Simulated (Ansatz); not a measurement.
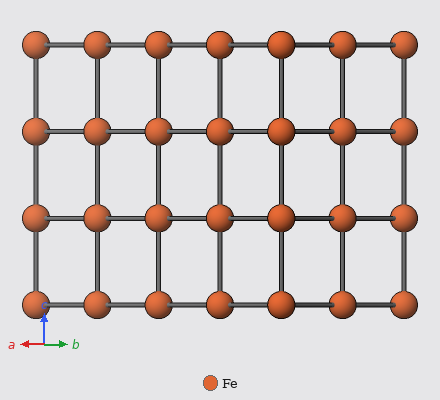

Fe (Pm-3m, No. 221): the geometry relaxed with DFT, revPBE, plane waves (420 eV) with PAW, scalar-relativistic in Ansatz 0.2.0; the starting structure was generated, so it need not be a known form of this composition.

```
Fe
1.0
     2.28271    0.00000    0.00000
     0.00000    2.28271    0.00000
     0.00000    0.00000    2.28271
Fe
1
Direct
  0.00000 0.00000 0.00000
```

### What will a projected-potential map along [110] show? Computed as the sum of neutral-atom potentials (tabulated electron scattering factors, B = 0.8 Å²) projected along the beam and smoothed by 0.25 Å; brighter is more positive. The display is stretched by a gamma of 0.7; percentages refer to the linear signal.

The columns repeat on a rectangular net of 1.61 × 2.28 Å (plane group p2mm). All columns are alike (Fe). The shortest distance between visible columns is 1.61 Å in projection. Along the beam the structure repeats every 3.23 Å.

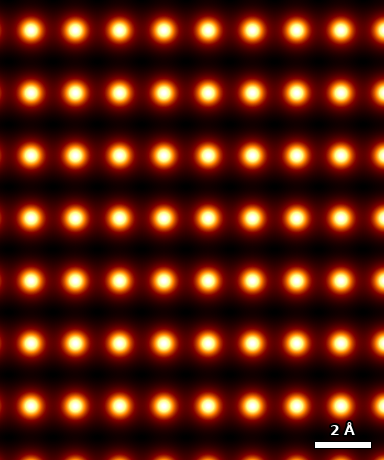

The simulated image.
